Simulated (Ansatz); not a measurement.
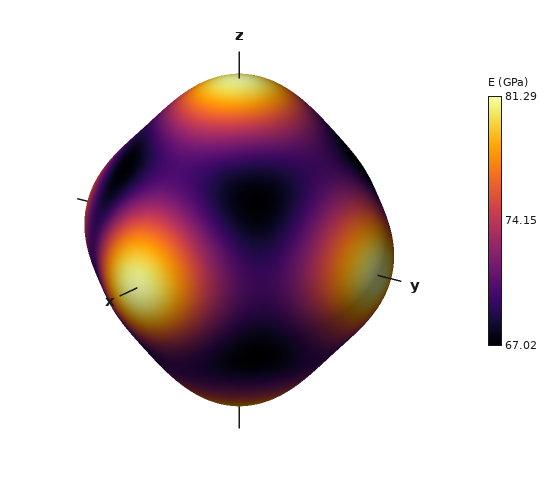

The figure shows the Young's modulus as a surface whose radius and colour give its value in each direction for NaF, space group Fm-3m (No. 225) (cell built by us, not taken from a database).

The given structure:
```yaml
crystal:
  lattice:
    - [0.00000, 2.35050, 2.35050]
    - [2.35050, 0.00000, 2.35050]
    - [2.35050, 2.35050, 0.00000]
  atoms:
    - { symbol: Na, position: [0.50000, 0.50000, 0.50000] }
    - { symbol: F, position: [0.00000, 0.00000, 0.00000] }
```

Method: elastic stress-strain coefficients at zero temperature from small strains of the given cell, Voigt order xx yy zz yz xz xy, Cartesian axes of the cell vectors; plane waves with PAW datasets, Γ-centred k mesh (Ansatz 0.2.0). Level: PBE, no spin polarisation.

```
         setting    value
     wave cutoff   420 eV
          k mesh    8×8×8
     occupations    fixed
            ions  relaxed
strain amplitude    0.002
```

Question: Between which limits does E lie over all directions?

Answer: Over all directions E runs from 67 to 81 GPa, a ratio of 1.21.

Question: What is E along the Cartesian axes and along their diagonal?

Answer: E is 81 GPa along x, y and z alike, and 67 GPa along the body diagonal x + y + z.
